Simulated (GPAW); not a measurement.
# Quasiparticle gap of KCl (Sylvite) in GPAW, part 2 of 2

How does a plane-wave GW calculation on KCl (Sylvite) run from the first input to the gap?

GPAW 26.7.0; PBE and many-body steps on it, plane waves. Known limits of the many-body steps: not at the basis limit.

So far. Step 3 (Bands along the symmetry lines): The gap is 5.194 eV, as in the run before at this level. Step 4 (Empty states on the mesh, 4×4×4 mesh, 269 bands): On this mesh the gap is 5.194 eV.

### Step 5. Screening and self-energy, 4×4×4 mesh, 259 bands, screening to 150 eV

Now the one-shot GW correction: screening in the RPA, then the self-energy of the levels asked for.

This step: G0W0 on PBE, plane waves, PAW.

Input file run.py:

```python
import json
import numpy as np
from gpaw.mpi import world
from gpaw.response.g0w0 import G0W0

gw = G0W0('full.gpw',
    filename='gw',
    kpts=[0],
    bands=(6, 10),
    ecut=150,
    nbands=259,
    integrate_gamma='WS',
    ppa=True)
gw.calculate()
res = {mode: {k: v for k, v in r.items() if k != 'sigma_eskwn'}
       for mode, r in gw.all_results.items()}

if world.rank == 0:
    with open('result.json', 'w') as f:
        json.dump(res, f, default=lambda x: x.tolist())
```

Started as:

```sh
> mpirun -n 8 gpaw python run.py
```

Numbers of over 12 decimals in the logs are rounded to 6 here.

What it wrote:

```text
Using integrator: PointIntegrator
FrequencyGridDescriptor(from 0.000+0.000j to 0.000+27.211j eV, 2 points)
Nonperiodic BCs:  [False False False]
Using integrator: PointIntegrator
FrequencyGridDescriptor(from 0.000+0.000j to 0.000+27.211j eV, 2 points)
Nonperiodic BCs:  [False False False]
  ___  _ _ _
 |   || | | |
 | | || | | |
 |__ ||_____|
 |___|

BZ k-points: Symmetries present (total): 48

  [... matrices ...]
64 k-points: 4 x 4 x 4 Monkhorst-Pack grid + [1/8,1/8,1/8]
8 k-points in the irreducible part of the Brillouin zone
       k-points in crystal coordinates                weights
   0:     0.00000000    0.00000000    0.00000000          1/64
   1:     0.25000000    0.25000000    0.00000000          6/64
   2:     0.25000000    0.25000000    0.25000000          8/64
   3:     0.50000000    0.25000000   -0.25000000          6/64
   4:     0.50000000    0.25000000    0.25000000         12/64
   5:     0.50000000    0.50000000    0.00000000          3/64
   6:     0.50000000    0.50000000    0.25000000         24/64
   7:     0.50000000    0.50000000    0.50000000          4/64

Distributing spins, k-points and bands (1 x 1 x 4) over 8 processes
Number of blocks: 1

Quasi particle states:
k-points (IBZ indices): [0]
Band range: (6, 10)
  [... matrices ...]
Computational parameters:
Plane wave cut-off: 150 eV
Number of bands: 259
Coulomb cutoff: None
Broadening: 0.1 eV

fxc modes: GW
Kernel: RPA
Using Godby-Needs plasmon-pole approximation:
  Fitting energy: i*E0, E0 = 1.000 Hartree
Summing all q:

Calculating screened Coulomb potential
No Coulomb truncation
FrequencyGridDescriptor(from 0.000+0.000j to 0.000+27.211j eV, 2 points)
Removing empty qpoint cache files...

Calculating chi0 body with:
    Ground state adapter containing:
    Number of spins: 1
    Number of kpoints: 64
    Number of irreducible kpoints: 8
    Number of completely occupied states: 8
    Number of partially occupied states: 8
    Occupied states memory: 1.6875 M / cpu

    Linear response parametrization:
    q_c: [0.0, 0.0, 0.0]
    Number of frequency points: 2
    Planewave cutoff: 150.0
    Number of bands: 259
    Number of planewaves: 259
    Broadening (eta): 1e-06
    comm.size: 8
    kncomm.size: 8
    blockcomm.size: 1

    Memory estimate of potentially large arrays:
        chi0_wGG: 2.047150 M / cpu
Integrating chi0 body.

Symmetries of q_c:
    Direct symmetries (Uq -> q): 48
    Indirect symmetries (TUq -> q): 0
In total 48 allowed symmetries.

  [... matrices ...]
8 groups of equivalent kpoints. 87.5% reduction.

Integral kind: response function
Integrating chi0 head and wings.

Symmetries of q_c:
    Direct symmetries (Uq -> q): 48
    Indirect symmetries (TUq -> q): 0
In total 48 allowed symmetries.

  [... matrices ...]
8 groups of equivalent kpoints. 87.5% reduction.

Integral kind: response function wings

Calculating chi0 body with:
    Ground state adapter containing:
    Number of spins: 1
    Number of kpoints: 64
    Number of irreducible kpoints: 8
    Number of completely occupied states: 8
    Number of partially occupied states: 8
    Occupied states memory: 1.6875 M / cpu

    Linear response parametrization:
[... the further q-points ...]

Results:
f:      Occupation numbers
eps:     KS-eigenvalues [eV]
vxc:     KS vxc [eV]
exx:     Exact exchange [eV]
sigma:   Self-energies [eV]
dsigma:  Self-energy derivatives
Z:       Renormalization factors
qp:      QP-energies [eV]

k-point 0 (0): (0.000, 0.000, 0.000)                GW
band       f     eps     vxc     exx   sigma  dsigma       Z      qp
                                                                   GW
   6   1.000  -0.329 -16.355 -20.768   1.793  -0.225   0.817  -2.468
   7   1.000  -0.329 -16.355 -20.768   1.793  -0.225   0.817  -2.467
   8   0.000   4.865  -7.907  -4.229  -2.922  -0.138   0.879   5.529
   9   0.000   8.030  -9.268  -4.312  -3.078  -0.143   0.875   9.674
```

Elapsed: 64 s, on 8 MPI ranks of Arm Neoverse V1, shared host; peak memory 2.4 GiB; 8.4 min of CPU time.

This step gave:

| Property | Result |
| --- | --- |
| G0W0 gap on the points computed | 7.996 eV |
| least direct G0W0 gap on the computed points | 7.996 eV |
| Z at the valence top | 0.8166 |
| Z at the conduction bottom | 0.8787 |
| starting gap on the mesh | 5.194 eV |
| k of the valence top | 0, 0, 0 |
| k of the conduction bottom | 0, 0, 0 |

The gap on the mesh goes from 5.19 eV to 8.00 eV, a correction of +2.80 eV.

Limits: finite bands, cutoff and mesh. v1 is the top filled band, c1 the lowest empty one. Levels before and after the correction, in eV, zero at the valence-band top of each column:

```tsv
	conduction bottom	valence top
Kohn-Sham	5.19	0.00
G0W0	8.00	0.00
```

```tsv
	level	energy (eV)
Kohn-Sham	Γ v2-v1	0.000
Kohn-Sham	Γ c1	5.194
Kohn-Sham	Γ c2	8.359
G0W0	Γ v2-v1	0.000
G0W0	Γ c1	7.996
G0W0	Γ c2	12.141
```

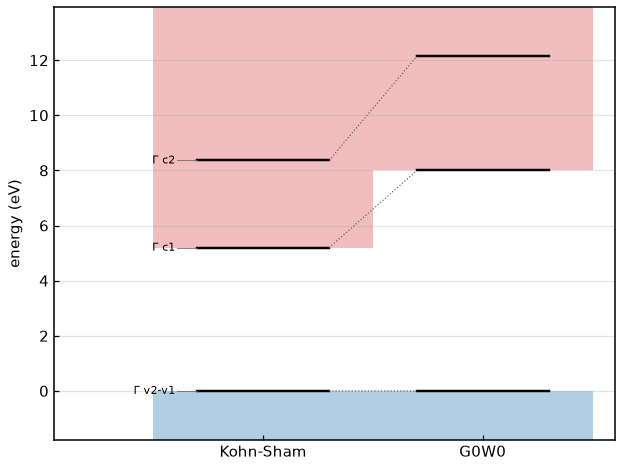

Levels before and after the correction. Shaded: valence and conduction bands.

### Step 6. Where the time went

Times are wall times on 8 MPI ranks of Arm Neoverse V1, shared host, good to a factor of about two.

```tsv
step	time	share	memory (GiB)
ground state	6.7 s	8 %	1.2
bands along the symmetry lines	8.1 s	9 %	1.3
empty states on the mesh	8.9 s	10 %	2.1
screening and self-energy	64 s	73 %	2.4
```

### Step 7. Summary of results

| Item | Value |
| --- | --- |
| PBE gap | 5.19 eV, direct |
| G0W0 gap on the mesh | 8.00 eV |
| GW settings | 4×4×4 mesh, 259 bands, screening to 150 eV, Godby-Needs plasmon pole |
| known limits | not at the basis limit |

G0W0 moves the gap on the mesh from 5.19 eV to 8.00 eV (+2.80 eV), with Z of 0.82 and 0.88 at the edges. Only 1 of the mesh's irreducible points was corrected, so a valley elsewhere could overtake. The dearest step here is «screening and self-energy». Bands and cutoff are finite, so the gap is not at the basis limit. The miss can reach some tenths of an eV and take either sign; the mesh is an error of its own. These stock PAW sets were not made for GW. In the G0W0 run levels were corrected at 1 k point alone, so a gap called «on the mesh» is the least over those, and an edge elsewhere would be missed.

[Paths, hosts, dates, memory and timing lines, banners, echoed tables and standing remarks are left out of the program output.]

[Logs are printed without paths, hosts, clocks, repeated set-up lines and the standing remarks that a program may print on its own settings, such as how far it seeks lower states.]

[Runs of the session that timed out or met a known fault of the program may be left out.]

[Hosts, paths, dates, database ids (printed as entryN), source tags and the programs' standing remarks are cut or masked in the printed files.]
